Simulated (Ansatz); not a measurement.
**Geometry relaxation of Ti4H (part 1 of 2)**

The run: geometry relaxation of Ti4H (slab, 5 atoms in the cell). Method and program: DFT r2SCAN, scalar-relativistic, plane waves, PAW, no spin polarisation (Ansatz 0.2.0).

The structure derives from an entry of the Crystallography Open Database. The input holds or restrains some coordinates. Forces given for the steps count only the free coordinates. It belongs to a series of runs on one base structure; here: H put at a top Ti site. Figures and captions count atoms from 1; the log counts them from 0 in places.

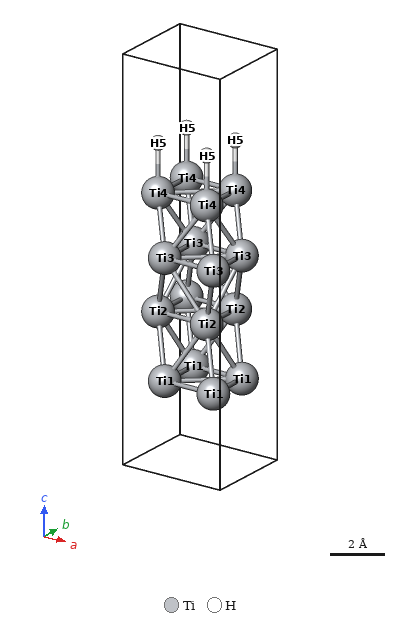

Fig. 1: The structure as given in the input (ball-and-stick view of the 2 × 2 repeat of the cell, with the vacuum cut short, seen slightly off an axis; atoms are numbered from 1 in the order of the input). An atom can appear more than once, as a periodic image.

### Input
```yaml
crystal:
  lattice:
    - [2.9357969427, 0.0, 0.0]
    - [-1.4678984714, 2.5424747328, 0.0]
    - [0.0, 0.0, 25.9542893585]
  atoms:
    - { symbol: Ti, position: [0.6666666667, 0.3333333333, 0.3274988532] }
    - { symbol: Ti, position: [0.3333333333, 0.6666666667, 0.4168134332] }
    - { symbol: Ti, position: [0.6666666667, 0.3333333333, 0.5098111355] }
    - { symbol: Ti, position: [0.3333333333, 0.6666666667, 0.5928273832] }
    - { symbol: H, position: [0.3333333333, 0.6666666667, 0.6668035947] }
basis:
  ecutwfc: 500
kpoints:
  mp_grid: { grid: [12, 12, 1] }
hamiltonian:
  xc: r2scan
scf:
  occupations: { method: gaussian, width: 0.1 }
output:
  forces: true
  eigenvalues: true
  write_density: true
  write_potential: true
  elf: true
  volumetric_format: npy
relax:
  adjacent_minimum: "off"
  f_tol: 0.03
  max_steps: 70
  constraints: [{ sites: [0, 1] }]
efield:
  axis: 3
  dipole_correction: true
  ramp_width: 0.04
```

Machine: 1 thread of Intel Xeon @ 2.50GHz (Skylake/Cascade Lake), 64 GiB of memory available, shared host.

Launched with:
```bash
ansatz run input.yaml --threads 1 --pin off --max-ram 2560MiB --backend cpu --events-out ev --progress --plain --runs-dir out
```

### The program's output
```
Engine: ansatz 0.2.0, x86_64-unknown-linux-gnu
Pseudopotentials: kind: paw
Pseudopotential: Ti, paw, valence charge 12, recommended cutoff 500 eV (meta_gga), Ti.paw.azcp
Pseudopotential: H, paw, valence charge 1, recommended cutoff 500 eV (meta_gga), H.paw.azcp
Functional definition: r2SCAN
  parameter k0 = 0.174
  parameter k1 = 0.065
  parameter a1 = 4.9479
  exchange = r2scan_x(k0 = k0, k1 = k1, a1 = a1)
  correlation = r2scan_c
Crystal: 5 atoms, lattice volume = 193.728 Å³
Basis set: ecut = 500 eV, 4991 PW (Γ), exchange–correlation on 96×96×768 points (64 copies of the dense FFT grid, shifted against one another)
Bands: 30, of which v1, the nominal top of the filled ones, is band 25 counted from 1 (24 counted from 0)
Symmetry: 6 space group operations
Space group: P3m1 (ITA 156), of the structure as read, at distance tolerance 5.8e-5 Å
k-points: 19 of 144 (time reversal used)
Non-local potential: Ti, projectors of the file, l = 0: 3, l = 1: 2, l = 2: 3, l = 3: 1
Non-local potential: H, projectors of the file, l = 0: 2, l = 1: 1
PAW form: soft (Blöchl's): semilocal exchange-correlation on the pseudo side does not see the compensation charge
PAW frozen core: Ti, regenerated for the run's functional (the file was generated under x = pbe(κ = 0.804, μ = 0.2195149727645171), c = pbe(β = 0.06672455060314922))
PAW one-centre angular grid: Ti, 590 points (default); XC on 160 Gauss nodes
PAW one-centre angular grid: H, 302 points (default); XC on 160 Gauss nodes
Initial density: superposition of atomic densities (neutral atoms: chi_scale 0, normalization atom), corrected by the library's trained network
Initial wavefunctions: pseudopotential atomic-orbital guess
Functional: x = r2scan, c = r2scan; τ floored in thin density (d = 2e-4 eV/Å³)
SCF iter   1: F=—  HF=-10030.609020 eV  |F-HF|=—  |Δ(HF+E_count)|=         —  Δρ=1.23e-2  dr2=5.05e-1  dr2_τ=3.79e-2  ethr=1.77e-3  p=-0.110 e·Å  D=-1.03e-1 V/Å  ΔV_dip=2.67 eV  dr2_dipole=8.58e-3  V_vac-E_F(+/−)=6.64/3.97 eV  ⟨swp⟩=8.6  Hψ=2739  notcnv=0
efield: sawtooth ramp at fractional position 0.9772 (placed from the atoms, in the widest stretch of the axis that holds none; the zero of the levels goes with the place), width 0.0400; the density the first Hamiltonian is built on has a dipole p = -0.110 e·Å; the dipole correction subtracts the counter field D = -1.03e-1 V/Å, which shifts the + side's vacuum level by +2.67 eV against the − side's; the planar-averaged density in the ramp window peaks in size at 4.0e-5 e/Å³
preconditioner: auto → LDOS  [metal: Δε(μ)=0.029 eV  Ē_g=2.530 eV  σ=0.100 eV  W_gap=0.16  n_scr=16 (ndim 8)  ℏωp=11.0 eV  f_vac=0.542  D(μ)=7.03/eV (n_scr^D=50)  β→1.0]
SCF iter   2: F=—  HF=-10030.682682 eV  |F-HF|=—  |Δ(HF+E_count)|=   7.37e-2  Δρ=8.72e-3  dr2=2.28e-1  dr2_τ=1.42e-2  ethr=1.03e-3  p=-0.096 e·Å  D=-9.00e-2 V/Å  ΔV_dip=2.34 eV  dr2_dipole=4.44e-2  V_vac-E_F(+/−)=6.79/4.45 eV  ⟨swp⟩=3.3  Hψ=1383  notcnv=0  defer=6
SCF iter   3: F=—  HF=-10030.674093 eV  |F-HF|=—  |Δ(HF+E_count)|=   8.59e-3  Δρ=1.80e-3  dr2=4.23e-2  dr2_τ=2.15e-4  ethr=4.66e-4  p=-0.094 e·Å  D=-8.80e-2 V/Å  ΔV_dip=2.28 eV  dr2_dipole=1.92e-2  V_vac-E_F(+/−)=6.68/4.39 eV  ⟨swp⟩=3.5  Hψ=1168  notcnv=0  defer=6
SCF iter   4: F=—  HF=-10030.674645 eV  |F-HF|=—  |Δ(HF+E_count)|=   5.52e-4  Δρ=1.03e-3  dr2=4.03e-3  dr2_τ=1.02e-4  ethr=8.63e-5  p=-0.086 e·Å  D=-8.04e-2 V/Å  ΔV_dip=2.09 eV  dr2_dipole=3.96e-4  V_vac-E_F(+/−)=6.63/4.54 eV  ⟨swp⟩=2.1  Hψ=704  notcnv=0  defer=6
SCF iter   5: F=—  HF=-10030.674966 eV  |F-HF|=—  |Δ(HF+E_count)|=   3.21e-4  Δρ=3.15e-4  dr2=4.41e-4  dr2_τ=2.52e-5  ethr=8.22e-6  p=-0.086 e·Å  D=-8.02e-2 V/Å  ΔV_dip=2.08 eV  dr2_dipole=8.11e-6  V_vac-E_F(+/−)=6.63/4.55 eV  ⟨swp⟩=2.7  Hψ=734  notcnv=0  defer=6
SCF iter   6: F=—  HF=-10030.674962 eV  |F-HF|=—  |Δ(HF+E_count)|=   4.05e-6  Δρ=1.13e-4  dr2=6.16e-5  dr2_τ=1.09e-6  ethr=9.00e-7  p=-0.085 e·Å  D=-7.98e-2 V/Å  ΔV_dip=2.07 eV  dr2_dipole=2.06e-5  V_vac-E_F(+/−)=6.63/4.56 eV  ⟨swp⟩=2.2  Hψ=733  notcnv=0  defer=6
SCF iter   7: F=—  HF=-10030.675000 eV  |F-HF|=—  |Δ(HF+E_count)|=   3.87e-5  Δρ=6.46e-5  dr2=2.51e-5  dr2_τ=4.54e-7  ethr=4.59e-8  p=-0.085 e·Å  D=-7.94e-2 V/Å  ΔV_dip=2.06 eV  dr2_dipole=1.19e-6  V_vac-E_F(+/−)=6.63/4.57 eV  ⟨swp⟩=20.2  Hψ=6483  notcnv=0
SCF iter   8: F=-10030.674993 eV  HF=-10030.675003 eV  |F-HF|=9.91e-6  |Δ(HF+E_count)|=   2.32e-6  Δρ=2.97e-5  dr2=1.05e-5  dr2_τ=7.76e-8  ethr=4.59e-8  p=-0.085 e·Å  D=-7.92e-2 V/Å  ΔV_dip=2.05 eV  dr2_dipole=1.31e-6  V_vac-E_F(+/−)=6.63/4.58 eV  ⟨swp⟩=14.5  Hψ=5461  notcnv=0
SCF 1 converged in 8 iterations: F = -10030.674993 eV  dr2 = 1.05e-5
  greatest PAW one-centre occupation: 1.000 electrons in one spin orbital (limit 2), on the Ti atom at site 0 (counted from 0), in its partial waves of l = 1
relax step   1: F+E_penalty+E_count = -10030.67499279 eV  Δ(F+E_penalty+E_count) = +0.000e0 eV  max|allowed force component| = 1.837e0 eV/Å  Δτ_max = 0.0000 Å  (8 SCF iters, dr2 threshold 2.25e-5 eV, accepted)
Initial density: handed on by an earlier stage of this run
Initial wavefunctions: those handed on with the density
SCF iter   1: F=—  HF=-10030.316604 eV  |F-HF|=—  |Δ(HF+E_count)|=         —  Δρ=1.96e-2  dr2=2.61e0  dr2_τ=1.58e0  ethr=3.10e-3  p=-0.085 e·Å  D=-7.92e-2 V/Å  ΔV_dip=2.05 eV  dr2_dipole=5.85e-1  V_vac-E_F(+/−)=6.69/4.63 eV  ⟨swp⟩=5.6  Hψ=1973  notcnv=0  defer=1
efield: sawtooth ramp at fractional position 0.9772 (handed on by an earlier solve), width 0.0400; the density the first Hamiltonian is built on has a dipole p = -0.085 e·Å; the dipole correction subtracts the counter field D = -7.92e-2 V/Å, which shifts the + side's vacuum level by +2.05 eV against the − side's; the planar-averaged density in the ramp window peaks in size at 6.9e-7 e/Å³
preconditioner: auto → LDOS  [metal: Δε(μ)=0.042 eV  Ē_g=2.525 eV  σ=0.100 eV  W_gap=0.23  n_scr=16 (ndim 8)  ℏωp=11.0 eV  f_vac=0.546  D(μ)=6.74/eV (n_scr^D=38)  β→1.0]
SCF iter   2: F=—  HF=-10030.784383 eV  |F-HF|=—  |Δ(HF+E_count)|=   4.68e-1  Δρ=9.70e-3  dr2=2.21e0  dr2_τ=2.36e-2  ethr=3.10e-3  p=-0.076 e·Å  D=-7.13e-2 V/Å  ΔV_dip=1.85 eV  dr2_dipole=5.23e-1  V_vac-E_F(+/−)=6.45/4.60 eV  ⟨swp⟩=2.7  Hψ=1016  notcnv=0  defer=4
SCF iter   3: F=—  HF=-10030.729136 eV  |F-HF|=—  |Δ(HF+E_count)|=   5.52e-2  Δρ=3.80e-3  dr2=2.14e-1  dr2_τ=1.07e-3  ethr=3.10e-3  p=-0.076 e·Å  D=-7.05e-2 V/Å  ΔV_dip=1.83 eV  dr2_dipole=8.16e-2  V_vac-E_F(+/−)=6.40/4.57 eV  ⟨swp⟩=2.2  Hψ=757  notcnv=0  defer=4
SCF iter   4: F=—  HF=-10030.732856 eV  |F-HF|=—  |Δ(HF+E_count)|=   3.72e-3  Δρ=2.00e-3  dr2=2.61e-2  dr2_τ=6.28e-4  ethr=4.37e-4  p=-0.075 e·Å  D=-6.97e-2 V/Å  ΔV_dip=1.81 eV  dr2_dipole=6.96e-3  V_vac-E_F(+/−)=6.36/4.56 eV  ⟨swp⟩=2.1  Hψ=784  notcnv=0  defer=4
SCF iter   5: F=—  HF=-10030.731438 eV  |F-HF|=—  |Δ(HF+E_count)|=   1.42e-3  Δρ=4.23e-4  dr2=1.17e-3  dr2_τ=1.32e-5  ethr=5.32e-5  p=-0.075 e·Å  D=-7.00e-2 V/Å  ΔV_dip=1.82 eV  dr2_dipole=4.65e-4  V_vac-E_F(+/−)=6.37/4.55 eV  ⟨swp⟩=2.2  Hψ=749  notcnv=0  defer=4
SCF iter   6: F=—  HF=-10030.731597 eV  |F-HF|=—  |Δ(HF+E_count)|=   1.58e-4  Δρ=1.83e-4  dr2=2.79e-4  dr2_τ=3.55e-6  ethr=2.40e-6  p=-0.076 e·Å  D=-7.07e-2 V/Å  ΔV_dip=1.84 eV  dr2_dipole=5.22e-5  V_vac-E_F(+/−)=6.38/4.55 eV  ⟨swp⟩=2.5  Hψ=767  notcnv=0  defer=4
SCF iter   7: F=-10030.731579 eV  HF=-10030.731596 eV  |F-HF|=1.68e-5  |Δ(HF+E_count)|=   5.90e-7  Δρ=5.84e-5  dr2=2.67e-5  dr2_τ=3.22e-7  ethr=2.04e-7  p=-0.076 e·Å  D=-7.07e-2 V/Å  ΔV_dip=1.83 eV  dr2_dipole=3.70e-6  V_vac-E_F(+/−)=6.38/4.55 eV  ⟨swp⟩=16.2  Hψ=5818  notcnv=0
the search or the solves at the SCF's close seem to have found levels that the self-consistency loop had missed (the run counts 1). By its estimate they hold under 1e-12 electrons; where the run keeps them, the occupations were computed again with them
SCF 2 converged in 7 iterations: F = -10030.731579 eV  dr2 = 2.67e-5
relax step   2: F+E_penalty+E_count = -10030.73157919 eV  Δ(F+E_penalty+E_count) = -5.659e-2 eV  max|allowed force component| = 1.889e0 eV/Å  Δτ_max = 0.1902 Å  (7 SCF iters, dr2 threshold 1.00e-4 eV, accepted)
iter 1 solved again at ethr=2.75e-3 eV; its pass at ethr=3.10e-3 eV (dr2=1.35e0 eV) is discarded
SCF iter   1: F=—  HF=-10030.815630 eV  |F-HF|=—  |Δ(HF+E_count)|=         —  Δρ=8.40e-3  dr2=1.28e0  dr2_τ=1.36e-1  ethr=2.75e-3  p=-0.076 e·Å  D=-7.07e-2 V/Å  ΔV_dip=1.83 eV  dr2_dipole=3.81e-1  V_vac-E_F(+/−)=6.36/4.53 eV  ⟨swp⟩=1.0  Hψ=1986  notcnv=0  defer=3
efield: sawtooth ramp at fractional position 0.9772 (handed on by an earlier solve), width 0.0400; the density the first Hamiltonian is built on has a dipole p = -0.076 e·Å; the dipole correction subtracts the counter field D = -7.07e-2 V/Å, which shifts the + side's vacuum level by +1.83 eV against the − side's; the planar-averaged density in the ramp window peaks in size at 1.3e-6 e/Å³
preconditioner: auto → LDOS  [metal: Δε(μ)=0.032 eV  Ē_g=2.493 eV  σ=0.100 eV  W_gap=0.18  n_scr=16 (ndim 8)  ℏωp=11.0 eV  f_vac=0.545  D(μ)=6.60/eV (n_scr^D=26)  β→1.0]
SCF iter   2: F=—  HF=-10030.860345 eV  |F-HF|=—  |Δ(HF+E_count)|=   4.47e-2  Δρ=2.82e-3  dr2=7.04e-2  dr2_τ=4.74e-3  ethr=2.61e-3  p=-0.093 e·Å  D=-8.73e-2 V/Å  ΔV_dip=2.26 eV  dr2_dipole=9.14e-3  V_vac-E_F(+/−)=6.83/4.56 eV  ⟨swp⟩=2.2  Hψ=658  notcnv=0  defer=3
SCF iter   3: F=—  HF=-10030.858465 eV  |F-HF|=—  |Δ(HF+E_count)|=   1.88e-3  Δρ=1.49e-3  dr2=1.79e-2  dr2_τ=1.96e-4  ethr=1.44e-4  p=-0.079 e·Å  D=-7.33e-2 V/Å  ΔV_dip=1.90 eV  dr2_dipole=1.37e-3  V_vac-E_F(+/−)=6.44/4.54 eV  ⟨swp⟩=2.3  Hψ=838  notcnv=0  defer=4
SCF iter   4: F=—  HF=-10030.857503 eV  |F-HF|=—  |Δ(HF+E_count)|=   9.62e-4  Δρ=2.69e-4  dr2=1.54e-3  dr2_τ=8.04e-6  ethr=3.65e-5  p=-0.083 e·Å  D=-7.73e-2 V/Å  ΔV_dip=2.01 eV  dr2_dipole=5.04e-4  V_vac-E_F(+/−)=6.55/4.54 eV  ⟨swp⟩=2.0  Hψ=700  notcnv=0  defer=4
SCF iter   5: F=—  HF=-10030.857463 eV  |F-HF|=—  |Δ(HF+E_count)|=   4.02e-5  Δρ=1.19e-4  dr2=9.11e-5  dr2_τ=1.07e-6  ethr=2.04e-7  p=-0.083 e·Å  D=-7.73e-2 V/Å  ΔV_dip=2.01 eV  dr2_dipole=1.73e-6  V_vac-E_F(+/−)=6.55/4.54 eV  ⟨swp⟩=17.8  Hψ=6211  notcnv=0
SCF iter   6: F=-10030.857450 eV  HF=-10030.857463 eV  |F-HF|=1.37e-5  |Δ(HF+E_count)|=   4.17e-7  Δρ=3.58e-5  dr2=1.33e-5  dr2_τ=1.49e-7  ethr=1.86e-7  p=-0.083 e·Å  D=-7.78e-2 V/Å  ΔV_dip=2.02 eV  dr2_dipole=3.09e-6  V_vac-E_F(+/−)=6.56/4.54 eV  ⟨swp⟩=16.4  Hψ=6215  notcnv=0
SCF 3 converged in 6 iterations: F = -10030.857450 eV  dr2 = 1.33e-5
relax step   3: F+E_penalty+E_count = -10030.85744966 eV  Δ(F+E_penalty+E_count) = -1.259e-1 eV  max|allowed force component| = 2.985e-1 eV/Å  Δτ_max = 0.1046 Å  (6 SCF iters, dr2 threshold 1.00e-4 eV, accepted)
SCF iter   1: F=—  HF=-10030.824494 eV  |F-HF|=—  |Δ(HF+E_count)|=         —  Δρ=2.76e-3  dr2=2.68e-2  dr2_τ=6.45e-2  ethr=2.48e-3  p=-0.083 e·Å  D=-7.78e-2 V/Å  ΔV_dip=2.02 eV  dr2_dipole=2.90e-4  V_vac-E_F(+/−)=6.56/4.54 eV  ⟨swp⟩=2.6  Hψ=1005  notcnv=0  defer=2
efield: sawtooth ramp at fractional position 0.9772 (handed on by an earlier solve), width 0.0400; the density the first Hamiltonian is built on has a dipole p = -0.083 e·Å; the dipole correction subtracts the counter field D = -7.78e-2 V/Å, which shifts the + side's vacuum level by +2.02 eV against the − side's; the planar-averaged density in the ramp window peaks in size at 1.5e-6 e/Å³
preconditioner: auto → LDOS  [metal: Δε(μ)=0.021 eV  Ē_g=2.483 eV  σ=0.100 eV  W_gap=0.12  n_scr=16 (ndim 8)  ℏωp=11.0 eV  f_vac=0.546  D(μ)=7.62/eV (n_scr^D=76)  β→1.0]
SCF iter   2: F=—  HF=-10030.861347 eV  |F-HF|=—  |Δ(HF+E_count)|=   3.69e-2  Δρ=1.03e-3  dr2=1.37e-2  dr2_τ=1.74e-4  ethr=5.48e-5  p=-0.085 e·Å  D=-7.89e-2 V/Å  ΔV_dip=2.05 eV  dr2_dipole=3.68e-3  V_vac-E_F(+/−)=6.59/4.54 eV  ⟨swp⟩=2.0  Hψ=1219  notcnv=0  defer=3
SCF iter   3: F=—  HF=-10030.861405 eV  |F-HF|=—  |Δ(HF+E_count)|=   5.75e-5  Δρ=4.52e-4  dr2=1.40e-3  dr2_τ=1.01e-5  ethr=2.79e-5  p=-0.084 e·Å  D=-7.80e-2 V/Å  ΔV_dip=2.02 eV  dr2_dipole=3.13e-4  V_vac-E_F(+/−)=6.57/4.55 eV  ⟨swp⟩=1.9  Hψ=661  notcnv=0  defer=3
SCF iter   4: F=—  HF=-10030.861487 eV  |F-HF|=—  |Δ(HF+E_count)|=   8.18e-5  Δρ=2.71e-4  dr2=9.88e-4  dr2_τ=1.30e-5  ethr=2.86e-6  p=-0.084 e·Å  D=-7.80e-2 V/Å  ΔV_dip=2.03 eV  dr2_dipole=3.31e-4  V_vac-E_F(+/−)=6.57/4.55 eV  ⟨swp⟩=2.8  Hψ=957  notcnv=0  defer=3
SCF iter   5: F=—  HF=-10030.861433 eV  |F-HF|=—  |Δ(HF+E_count)|=   5.37e-5  Δρ=6.97e-5  dr2=1.47e-4  dr2_τ=7.05e-7  ethr=2.02e-6  p=-0.083 e·Å  D=-7.77e-2 V/Å  ΔV_dip=2.02 eV  dr2_dipole=5.78e-5  V_vac-E_F(+/−)=6.57/4.55 eV  ⟨swp⟩=1.8  Hψ=719  notcnv=0  defer=3
SCF iter   6: F=-10030.861433 eV  HF=-10030.861437 eV  |F-HF|=3.03e-6  |Δ(HF+E_count)|=   3.60e-6  Δρ=2.70e-5  dr2=3.42e-6  dr2_τ=1.34e-7  ethr=1.14e-8  p=-0.083 e·Å  D=-7.76e-2 V/Å  ΔV_dip=2.01 eV  dr2_dipole=9.66e-7  V_vac-E_F(+/−)=6.57/4.55 eV  ⟨swp⟩=17.4  Hψ=5515  notcnv=0
SCF 4 converged in 6 iterations: F = -10030.861433 eV  dr2 = 3.42e-6
relax step   4: F+E_penalty+E_count = -10030.86143349 eV  Δ(F+E_penalty+E_count) = -3.984e-3 eV  max|allowed force component| = 3.940e-2 eV/Å  Δτ_max = 0.0327 Å  (6 SCF iters, dr2 threshold 5.57e-6 eV, accepted)
```
